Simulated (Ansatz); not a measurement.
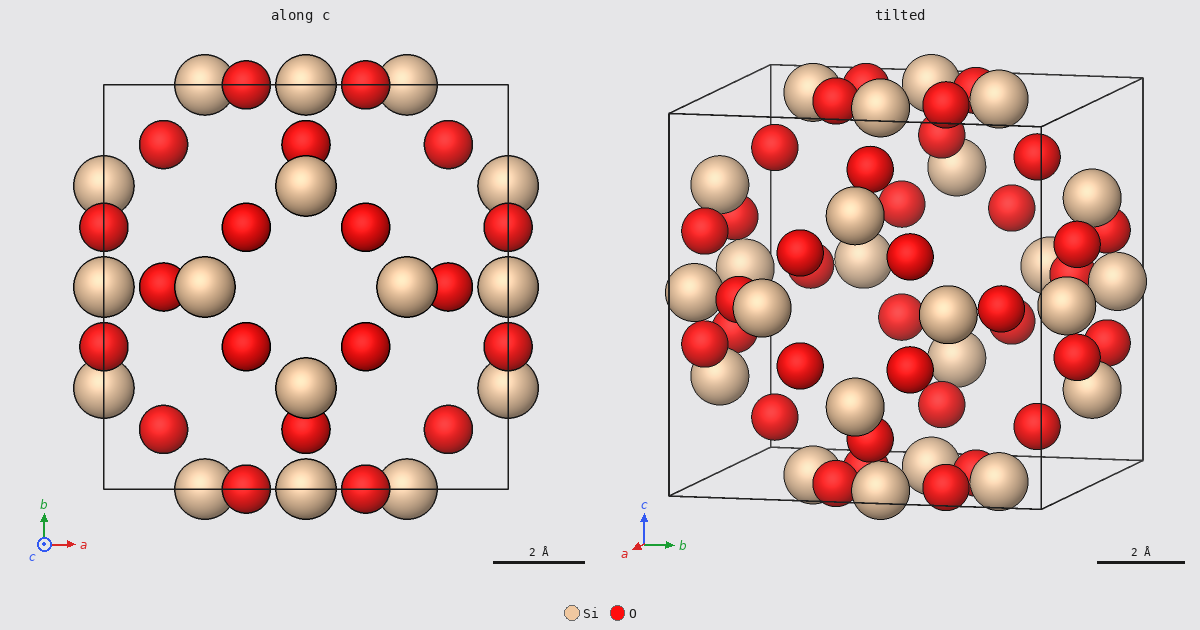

The structure above is drawn in spheres-only style and viewed along the c axis and slightly off an axis. Thin lines show the conventional unit cell, with boundary atoms drawn in all their periodic places.

SiO2, space group Im-3m (No. 229), a = 8.94 Å, b = 8.94 Å, c = 8.94 Å, α = 90.00°, β = 90.00°, γ = 90.00°.

Setup: DFT r2SCAN, scalar-relativistic, plane waves, PAW in Ansatz 0.2.0; 500 eV cutoff, k-points about 0.25 Å⁻¹ apart, Gaussian smearing of 0.02 eV, no spin polarisation.

**What does the calculation say: metal or gapped?**

An insulator at this level, with a gap of 6.24 eV, direct.

The structure was taken from a structure listed in the Materials Project. Earlier steps of the study, as a rule a relaxation of our own, may have changed the cell and positions, so they can lie some per cent off the listed ones. It was run through Ansatz as a DFT input.
